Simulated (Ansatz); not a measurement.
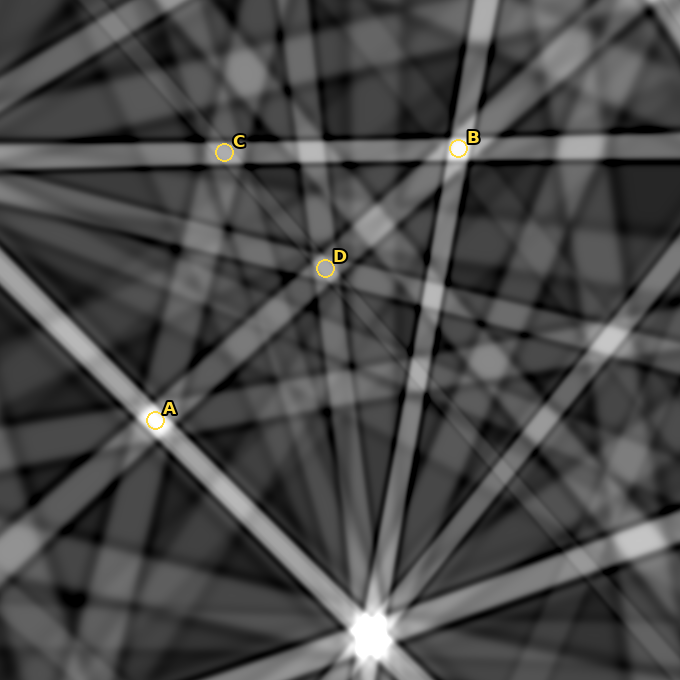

Simulated Kikuchi (electron backscatter) pattern at 20 kV: kinematic bands of width 2θ(Bragg) in gnomonic projection, seen from the camera side; the frame spans ±37° from its centre. Crystal: TiSi2, space group C2/m (No. 12), a = 9.367 Å, b = 3.009 Å, c = 6.705 Å, β = 109.61°. Structure: the geometry relaxed with DFT PBE, scalar-relativistic, plane waves, PAW in Ansatz; the starting structure was generated, so it need not be a known form of this composition.

```cif
data_structure
_symmetry_space_group_name_H-M 'C2/m'
_symmetry_Int_Tables_number 12
_cell_length_a 9.3669
_cell_length_b 3.0086
_cell_length_c 6.7052
_cell_angle_alpha 90.000
_cell_angle_beta 109.608
_cell_angle_gamma 90.000
_cell_volume 178.00
loop_
_atom_site_label
_atom_site_type_symbol
_atom_site_symmetry_multiplicity
_atom_site_Wyckoff_symbol
_atom_site_fract_x
_atom_site_fract_y
_atom_site_fract_z
_atom_site_occupancy
Ti1 Ti 4 i 0.31758 0.00000 0.34819 1
Si1 Si 4 i 0.14436 0.50000 0.03544 1
Si2 Si 4 i 0.03737 0.00000 0.32156 1
```

Pole A is [102] and pole B is [201].

Question: Index the poles C and D.

Answer: C is [111], 32.1° from A and 26.8° from B. D is [101], 27.3° from A and 20.6° from B.

Question: Which band joins A and B, and how wide is it?

Answer: It comes from the planes common to both zones. The strongest order is 0 2 0 with d = 1.504 Å, so the band is 2θ = 3.3° wide (λ = 0.0859 Å).
